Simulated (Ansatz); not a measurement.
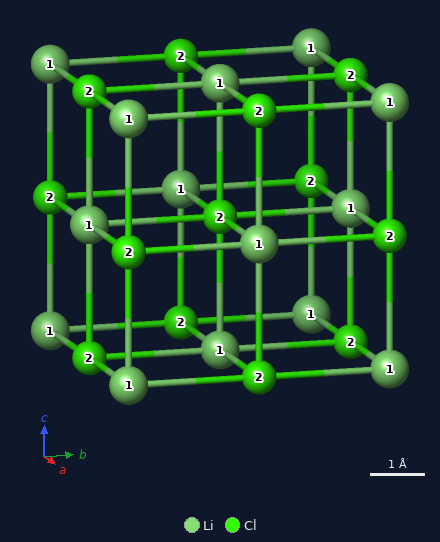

Fig. 1: The structure (ball-and-stick view of the cell 4 times as large as that of the calculation, set on its symmetry axes, seen slightly off an axis; atoms are numbered from 1 in the order of the input). An atom can appear more than once, as a periodic image. Near neighbours in the periodic cell (some may lie outside the picture): Li has 6 Cl at 2.56 Å; Cl has 6 Li at 2.56 Å.

**Wannier-function calculation, with input and output: LiCl**

LiCl (Fm-3m, 2 atoms in the cell), computed with maximally localised Wannier functions of PBE bands, plane waves, PAW, no spin polarisation (Ansatz 0.2.0).

The structure was built on a prototype by a generator. The geometry comes from this level: r2SCAN. It belongs to a series of runs on one base structure; here: cation s and anion p, disentangled. Figures and captions count atoms from 1; the log counts them from 0 in places.

Input
```yaml
crystal:
  lattice:
    - [0.0, 2.5560369926, 2.5560369926]
    - [2.5560369926, 0.0, 2.5560369926]
    - [2.5560369926, 2.5560369926, 0.0]
  atoms:
    - { symbol: Li, position: [0.0, 0.0, 0.0] }
    - { symbol: Cl, position: [0.5, 0.5, 0.5] }
kpoints:
  mp_grid: { grid: [6, 6, 6] }
  band_path:
    path:
      - [[0.0, 0.0, 0.0], [0.5, 7.475496316745e-36, 0.5], [0.625, 0.25, 0.625]]
      - [[0.375, 0.375, 0.75], [0.0, 0.0, 0.0], [0.5, 0.5, 0.5], [0.5, 0.25, 0.75], [0.5, 7.475496316745e-36, 0.5]]
    npoints: 10
hamiltonian:
  xc: pbe
scf:
  occupations: { method: fixed }
  n_extra_bands: 6
output:
  forces: false
  stress: false
  eigenvalues: true
  wannier:
    kmesh: [6, 6, 6]
    projections: [{ species: Li, l: s, shell: 2 }, { species: Cl, l: p, shell: 3 }]
    minimise: true
    write_hr: true
    conv_tol: 1.0e-08
    max_iter: 3000
    disentanglement: { window: [-8.21, 20.18], frozen_window: [-5.21, 8.98] }
  write_density: true
  write_potential: true
  elf: true
  volumetric_format: npy
```

File wannier.win
```
! ansatz wannier90 interface
! projections by site (counted from 0) and shell: 0 2S, 1 3P
! states of the run's bands (counted from 1): 1-15
num_bands = 15
num_wann  = 4
num_iter  = 2000
conv_tol = 1e-8
conv_window = 5
dis_win_min = -8.21
dis_win_max = 20.18
dis_froz_min = -5.21
dis_froz_max = 8.98
dis_num_iter = 10000
guiding_centres = true
write_hr = true

begin unit_cell_cart
Ang
                      0.0             2.5560369926             2.5560369926
             2.5560369926                      0.0             2.5560369926
             2.5560369926             2.5560369926                      0.0
end unit_cell_cart

begin atoms_frac
Li                       0.0                      0.0                      0.0
Cl                       0.5                      0.5                      0.5
end atoms_frac

mp_grid = 6 6 6
```

Command:
```bash
ansatz run input.yaml --threads 4 --pin off --max-ram 3686MiB --backend cpu --events-out ev --progress --plain --runs-dir out
```

Output
```
scf.n_extra_bands = 6 over 5 filled bands (N_el = 10.0): the run solves 11 bands
Engine: ansatz 0.2.0, aarch64-unknown-linux-gnu
Pseudopotentials: kind: paw
Pseudopotential: Li, paw, valence charge 3, recommended cutoff 420 eV (normal), Li.paw.azcp
Pseudopotential: Cl, paw, valence charge 7, recommended cutoff 420 eV (normal), Cl.paw.azcp
Functional definition: PBE
  parameter kappa = 0.804
  parameter beta = 0.06672455060314922
  exchange = pbe_x(kappa = kappa, mu = beta*pi^2/3)
  correlation = pbe_c(beta = beta)
Crystal: 2 atoms, lattice volume = 33.399 Å³
Basis set: ecut = 420 eV, 645 PW (Γ)
Bands: 11, of which v1, the nominal top of the filled ones, is band 5 counted from 1 (4 counted from 0)
Symmetry: 48 space group operations
Space group: Fm-3m (ITA 225), of the structure as read, at distance tolerance 3.2e-5 Å
k-points: 16 of 216
Non-local potential: Li, projectors of the file, l = 0: 3, l = 1: 2, l = 2: 1
Non-local potential: Cl, projectors of the file, l = 0: 2, l = 1: 2, l = 2: 2
PAW form: soft (Blöchl's): semilocal exchange-correlation on the pseudo side does not see the compensation charge
PAW one-centre angular grid: Li, 110 points (default); XC on 64 Gauss nodes
PAW one-centre angular grid: Cl, 110 points (default); XC on 64 Gauss nodes
Initial density: superposition of atomic densities (neutral atoms: chi_scale 0, normalization atom), corrected by the library's trained network
Initial wavefunctions: pseudopotential atomic-orbital guess
Functional: x = pbe(κ = 0.804, μ = 0.2195149727645171), c = pbe(β = 0.06672455060314922)
SCF iter   1: F=—  HF=-1287.832128 eV  |F-HF|=—  |Δ(HF+E_count)|=         —  Δρ=2.13e-4  dr2=1.38e-5  ethr=1.77e-3  ⟨swp⟩=5.4  Hψ=996  notcnv=0  defer=58
preconditioner: auto → none  [insulator: Δε(μ)=6.392 eV  Ē_g=15.936 eV  n_scr=8 (ndim 8)  ℏωp=18.2 eV  f_vac=0.000  ε∞_Penn≈2.3]
SCF iter   2: F=—  HF=-1287.832080 eV  |F-HF|=—  |Δ(HF+E_count)|=   4.81e-5  Δρ=1.11e-4  dr2=3.58e-6  ethr=1.38e-7  ⟨swp⟩=2.6  Hψ=426  notcnv=0  defer=60
iter 3 did not close the SCF: its close was put off for the readings that it lacked (scf_convergence_deferred on its scf_iter line)
SCF iter   3: F=-1287.832065 eV  HF=-1287.832065 eV  |F-HF|=2.05e-8  |Δ(HF+E_count)|=   1.45e-5  Δρ=1.30e-5  dr2=2.15e-8  ethr=3.58e-8  ⟨swp⟩=2.0  Hψ=211  notcnv=0  defer=61
iter 4 did not close the SCF: its close was put off for the readings that it lacked (scf_convergence_deferred on its scf_iter line)
SCF iter   4: F=-1287.832065 eV  HF=-1287.832065 eV  |F-HF|=2.24e-10  |Δ(HF+E_count)|=   2.78e-8  Δρ=3.27e-6  dr2=2.90e-9  ethr=2.15e-10  ⟨swp⟩=2.8  Hψ=229  notcnv=0  defer=61
iter 5 did not close the SCF: its close was put off for the readings that it lacked (scf_convergence_deferred on its scf_iter line)
SCF iter   5: F=-1287.832065 eV  HF=-1287.832065 eV  |F-HF|=3.17e-10  |Δ(HF+E_count)|=   1.20e-9  Δρ=1.42e-6  dr2=4.75e-10  ethr=2.90e-11  ⟨swp⟩=2.0  Hψ=215  notcnv=0  defer=61
SCF iter   6: F=-1287.832065 eV  HF=-1287.832065 eV  |F-HF|=2.73e-11  |Δ(HF+E_count)|=  1.28e-10  Δρ=4.38e-7  dr2=4.36e-11  ethr=4.75e-12  ⟨swp⟩=5.1  Hψ=938  notcnv=0
SCF 1 converged in 6 iterations: F = -1287.832065 eV  dr2 = 4.36e-11
  greatest PAW one-centre occupation: 1.000 electrons in one spin orbital (limit 2), on the Li atom at site 0 (counted from 0), in its partial waves of l = 0
NSCF: frozen V_eff on 62 k-points
NSCF: frozen V_eff on 19 k-points
the Wannier pass solved 19 of the 216 points of its mesh, and has the states at the others by symmetry: states obtained by the crystal's operations at points that were solved too leave a residual of 1.19e-13 eV (read by the count's bands and the next), within 4.17e-6 eV
NSCF: frozen V_eff on 19 k-points
the Wannier pass solved 19 of the 216 points of its mesh, and has the states at the others by symmetry: states obtained by the crystal's operations at points that were solved too leave a residual of 2.94e-13 eV (read by the count's bands and the next), within 4.17e-6 eV
NSCF: frozen V_eff on 19 k-points
the Wannier pass solved 19 of the 216 points of its mesh, and has the states at the others by symmetry: states obtained by the crystal's operations at points that were solved too leave a residual of 2.53e-13 eV (read by the count's bands and the next), within 4.17e-6 eV
SCF converged after 6 iterations
Free energy (F): -1287.832065 eV
Harris-Foulkes:  -1287.832065 eV  (|F-HF|=2.73e-11)
Internal energy: -1287.832065 eV  (E = F + TS)
E sigma→0 (E₀):  -1287.832065 eV
Fermi energy:    1.793877 eV
--- Per-component energies (eV) ---
  E_band       = -102.483601
  E_kinetic    = 183.895863
  E_local      = -322.817904  (includes V_loc(G=0)·N_el)
  E_nonlocal   = -4.724124
  E_hartree    = 93.958961
  E_xc         = -118.726931
  E_vxc        = -137.005729  (∫ρ·V_xc dr)
  E_paw        = -680.434079  (= ΣΔE_a)
  E_vpaw       = -9.749638  (= ΣTr[D̂ρ^β])
  E_aug_tail   = 0.000088  (compensation charges beyond the density's cutoff)
  E_ewald      = -438.983939
  E_smearing   = -0.000000  (= −TS)
  E_closure    = -0.000000  (closes the sum)
  Σ components = -1287.832065   (vs F -1287.832065, Δ=0.00e0)
--- Band table (eV; the first three rows and the last of 16) ---
  k-point 0: bands = ["-41.6933", "-11.6396", "1.7939", "1.7939", "1.7939", "8.1811", "13.5914", "13.5914", "13.5914", "16.1458", "16.1458"]
  k-point 1: bands = ["-41.6925", "-11.5063", "0.9218", "1.7234", "1.7234", "8.8666", "12.6454", "13.2109", "13.2109", "14.8364", "14.8364"]
  k-point 2: bands = ["-41.6911", "-11.2161", "-0.4604", "1.5935", "1.5935", "8.8641", "11.7706", "11.7706", "13.5500", "16.6402", "16.6402"]
  k-point 15: bands = ["-41.6895", "-10.8119", "-0.7743", "0.1136", "0.7062", "10.4994", "11.1504", "13.1170", "13.2457", "16.7783", "18.8300"]
Wannier search: line search 1 of at most 3000: gauge-dependent spread (as the search counts it) 0.3697848 Å², largest recent change 2.8e-1 Å² and fall left 6.8e-4 Å² against conv_tol 1.0e-8 Å², 0 stops escaped
```

File rho_z.tsv
```
# z_ang	rho[e/angstrom^3]
# format = ansatz-planar-average/11
# lattice	0.000000000	2.556036993	2.556036993
# lattice	2.556036993	0.000000000	2.556036993
# lattice	2.556036993	2.556036993	0.000000000
# sites	2
# site	3	0.000000000	0.000000000	0.000000000
# site	17	2.556036993	2.556036993	2.556036993
0.000000	3.550206e-1
0.144591	3.238071e-1
0.289183	2.508733e-1
0.433774	1.812883e-1
0.578365	1.507432e-1
0.722956	1.656716e-1
0.867548	2.116034e-1
1.012139	2.731752e-1
1.156730	3.377753e-1
1.301322	3.903904e-1
1.445913	4.204591e-1
1.590504	4.298536e-1
1.735095	4.294941e-1
1.879687	4.294941e-1
2.024278	4.298536e-1
2.168869	4.204591e-1
2.313461	3.903904e-1
2.458052	3.377753e-1
2.602643	2.731752e-1
2.747234	2.116034e-1
2.891826	1.656716e-1
3.036417	1.507432e-1
3.181008	1.812883e-1
3.325600	2.508733e-1
3.470191	3.238071e-1
```

File wannier.spreads.toml
```
omega_i_ang2 = 6.532947299938783
omega_d_ang2 = 0.13439817067972698
omega_od_ang2 = 0.21719614197859874
omega_total_ang2 = 6.884541612597109
least_projectability = -1.814090463134535e-17
b_vectors_match_mmn = true
n_iter = 25
converged = true
rejected_fitted_steps = 0
dis_converged = true
dis_n_iter = 40
dis_n_moved = 1
dis_level_miss = 0.011004763496539458

[[wannier]]
r = [2.577067756970645, 2.5350082505634095, 2.5971109062599225]
spread = 1.293500742931844

[[wannier]]
r = [2.514962474021421, 2.5350089277594567, 2.535007517808908]
spread = 1.2935008157559764

[[wannier]]
r = [2.5770594431712524, 2.5971144561870814, 2.5350138124573722]
spread = 1.293501386900207

[[wannier]]
r = [-1.2783011745903154, -1.2777355319187567, -1.2777357686284077]
spread = 3.0040386670091

[[curvature_check]]
after_line_search = 9
omega_tilde_before_ang2 = 0.36843997943214546
krylov_steps = 35
lowest_ritz_value_ang2 = -0.037864474784869026
residual_ang2 = 9.54875386035438e-18
settled = true
first_negative_step = 2
curvature_along_ang2 = -0.0378207554061889
angle_rad = 1.0680306126179797
omega_tilde_after_ang2 = 0.35292252369926463
outcome = "escaped"

[[curvature_check]]
after_line_search = 25
omega_tilde_before_ang2 = 0.35159431265832575
krylov_steps = 20
lowest_ritz_value_ang2 = 0.00844030859591203
residual_ang2 = 6.548165222323529e-11
settled = true
outcome = "no-negative-curvature"
```

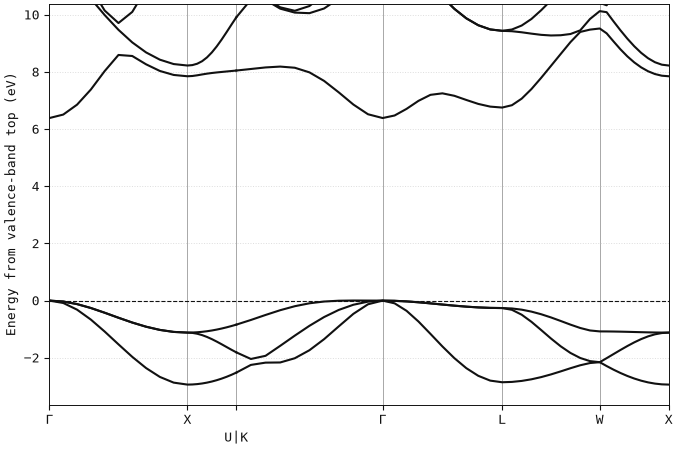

Fig. 2: Band structure along Γ–X–U|K–Γ–L–W–X, with energies from the valence-band top. There is a gap of 6.38 eV on this path, direct, at Γ.

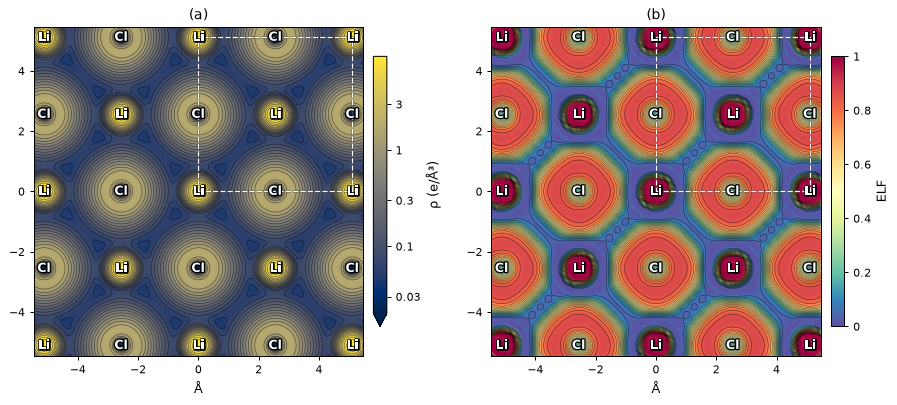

Fig. 3: (a) valence electron density; (b) electron localisation function on the (100) plane of the conventional cell. The section cuts through Li and Cl sites. Away from the nuclei the density in this plane falls to 0.04 e/Å³ at its lowest. The strong features right at Li lie inside the PAW spheres (semicore, d or f shells) and say nothing about bonding. The fields are those of the smooth PAW valence density.

Summary

| quantity | value |
| --- | --- |
| outcome | converged |
| space group (tolerance 0.01 Å) | Fm-3m (225) |
| electrons treated | 10 |
| free energy | −1287.8321 eV |
| total spread of the Wannier functions | 6.885 Å² |
| Fermi energy | 1.794 eV |
| gap on the k-point mesh | 6.39 eV |
| hardware | 4 threads of Arm Neoverse V1, 24 GiB of memory available, shared host |
| wall time | 1.5 s (CPU time 4.3 s) |
| peak memory | 0.3 GiB |
